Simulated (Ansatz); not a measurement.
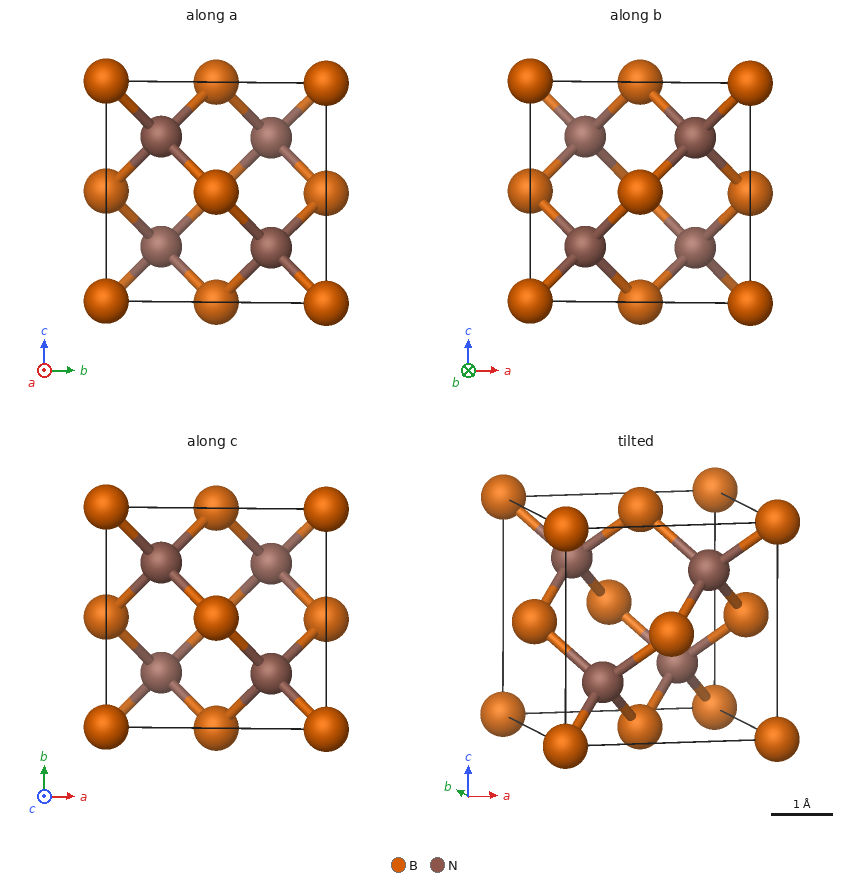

We look at a ball-and-stick model of the crystal along the a axis, along the b axis, along the c axis and slightly off an axis. The lines enclose the drawn cell (a repeat of the simulation cell); boundary atoms appear with their images.

Lattice parameters: a = 3.625 Å, b = 3.625 Å, c = 3.625 Å, α = 90.57°, β = 90.57°, γ = 90.57°. Put a along x and b in the xy plane.

**Put the structure into a POSCAR file.**

```
B N
1.0
     3.625    0.000    0.000
    -0.036    3.625    0.000
    -0.036   -0.037    3.624
B N
4 4
Direct
  0.0000 0.0000 0.0000
  0.5000 0.5000 0.0000
  0.5000 0.0000 0.5000
  0.0000 0.5000 0.5000
  0.2500 0.2500 0.2500
  0.7500 0.7500 0.2500
  0.7500 0.2500 0.7500
  0.2500 0.7500 0.7500
```

The structure comes from a structure type filled with these elements by a generator (whether the compound takes this form wasn't checked). The cell was then strained or its atoms displaced on purpose. It went into a calculation with Ansatz.
